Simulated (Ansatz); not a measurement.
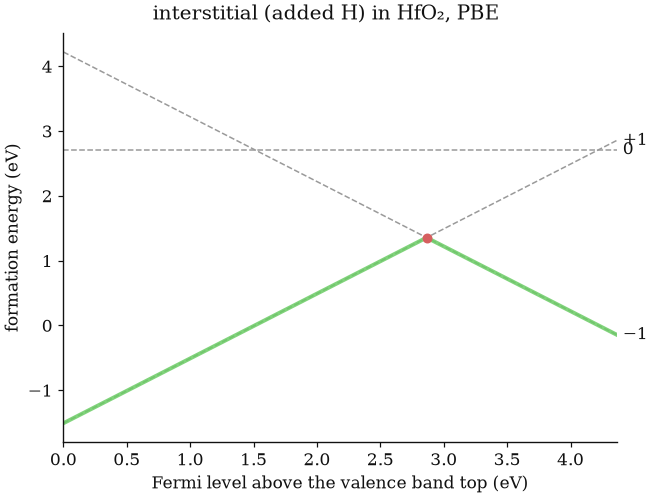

Computed with Ansatz 0.2.0: charge states of a point defect in a periodic supercell, each relaxed, energies over the elements' standard states with the Fermi level at the host's valence band top, point-charge and potential alignment terms added, no band filling term, levels over that top; plane waves with PAW datasets; energies extrapolated to zero smearing. Level: PBE, allowed.

host atoms in supercell 24; wave cutoff 420 eV; k mesh 2×2×2; occupations Gaussian; smearing width 0.01 eV; k shift (0.5, 0.5, 0.5) (mesh steps); start displacement 0.06 Å; defect kind interstitial; removed element none; added element H; defect place (0, 0.375, 0.7083) (fraction of the host cell vector); host gap 4.364 eV; static dielectric xx yy zz (21.13, 26.96, 24.41).

Cell as given: a = 5.294 Å, b = 5.069 Å, c = 5.101 Å, α = 90.00°, β = 90.00°, γ = 90.00°; 12 atoms.

**Figure.** Formation energy of each charge state against the Fermi level for interstitial (added H) in HfO₂. The thick line follows the lowest charge state; the axis spans the host's computed gap.

The stable charge changes at 2.87 eV (+1/−1) above the valence band top. The lowest state is +1 at the valence band top, +1 at mid-gap and −1 at the conduction band bottom, 4.36 eV higher. Charge 0 is never the lowest although its neighbours on both sides are, a negative-U behaviour. With the Fermi level at mid-gap the formation energy is 0.7 eV against the elements' standard states.

Limits of the calculation: charged cell in a neutralising background; coarse k mesh; potential alignment in doubt; random start near the defect, other minima possible; small supercell.
